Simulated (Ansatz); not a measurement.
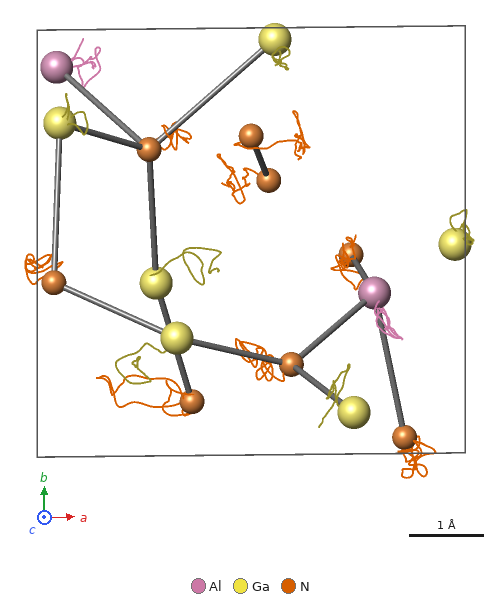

Molecular dynamics of an amorphous cell of composition AlGa3N4 (16 atoms in the cell), 400 fs long. It starts from the last geometry of an earlier run, with fresh velocities. Lines trace each atom's path, in the colour of its element; spheres stand at the starting positions. Seen along the c axis in the simulation cell.

All numbers below come from DFT PBEsol, scalar-relativistic, plane waves, PAW (Ansatz 0.2.0). Run with plane-wave cutoff 420 eV; k-point mesh 1 × 1 × 1; Fermi-Dirac smearing 0.131 eV; volume 1.12 times that of the relaxed crystal; set temperature 1520 K; time step 2 fs.

What do the traces tell about the motion?

Root-mean-square distances from the starting positions over the second half, with the common drift of all atoms taken out: N 0.66 Å, Ga 0.59 Å, Al 0.47 Å. Against the typical shortest distance between atoms in the first frame, about 1.7 Å these are large excursions, but over 400 fs one can't yet tell strong vibration from the start of diffusion. Over the second half the temperature averages 1475 K (spread ±308 K). The potential energy in the second half lies on average 279 meV per atom below the first frame. The mean pressure there is 3.6 GPa.

Limits of the set-up: the periodic images lie only 5.8 Å apart, so the values are limited by the cell's size.

Cost: 99 s on 2 threads of AMD EPYC 7R13 Processor (Zen 3), on a shared host, peak memory 0.41 GiB.
